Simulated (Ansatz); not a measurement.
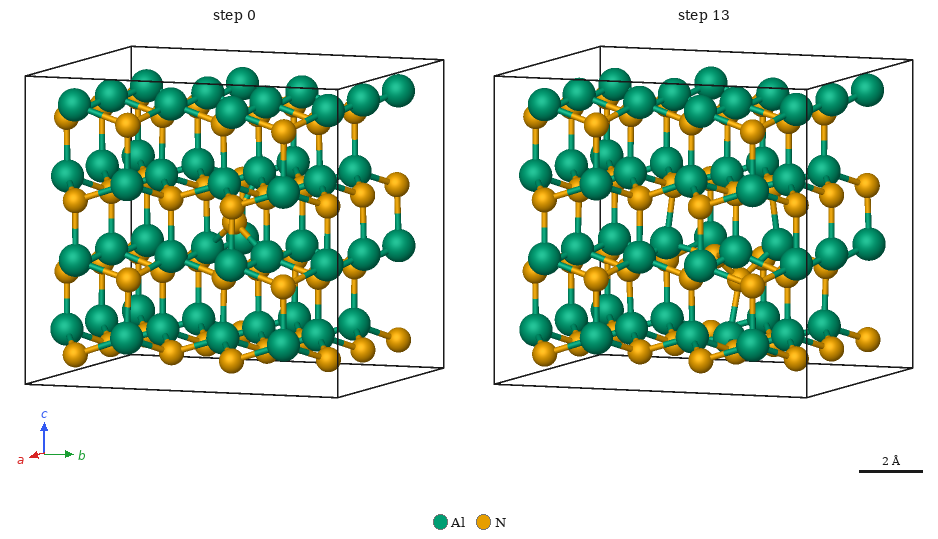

The structure of a defect cell of composition Al₄₈N₄₉ (cell charge +1) before (left) and after (right) a relaxation, at one scale.

Style: ball-and-stick. Shown: the cell of the calculation (origin shifted), slightly off an axis.

Method: DFT, PBEsol, PAW, plane waves (Ansatz). Set-up: plane-wave cutoff 420 eV; k-point mesh 1 × 1 × 1; mesh shifted by (0.25, 0.25, 0.25); collinear spin; atoms relaxed in a fixed cell; force threshold 0.03 eV/Å; at most 80 steps.

### What changed between the two?

An N atom moves most: 1.24 Å roughly along [−1 1 −3]. Largest moves by element: N 1.24 Å, Al 0.36 Å. The lattice vectors keep their values. Among the contacts that change: N–N 1.788 → 2.759 Å, N–N 1.806 → 2.734 Å, Al–N 1.836 → 2.712 Å, Al–N 1.851 → 2.646 Å. New bonds form: N–N (1.85 → 1.28 Å). Bonds break: Al–N (1.84 → 2.71 Å), Al–N (1.85 → 2.65 Å), Al–N (1.89 → 2.59 Å). Among the angles between lasting bonds that change: N–Al–N 154.2° → 114.8°, N–Al–N 56.8° → 94.7°, N–Al–N 152.6° → 116.4°. The energy falls by 4.939 eV per cell of the calculation in 13 geometry steps. The largest force component goes from 3.9 to 0.028 eV/Å. The program noted that the starting moments weren't kept. The run may lie on a higher electronic state than the lowest, so the end point isn't shown to be the ground-state structure. The run took 14 s on 1 × NVIDIA GB200 with 8 threads of Arm Neoverse-V2, peak memory 2 GiB.

Limits of the set-up: the cell is charged, on a uniform background, and energies carry no finite-size correction.
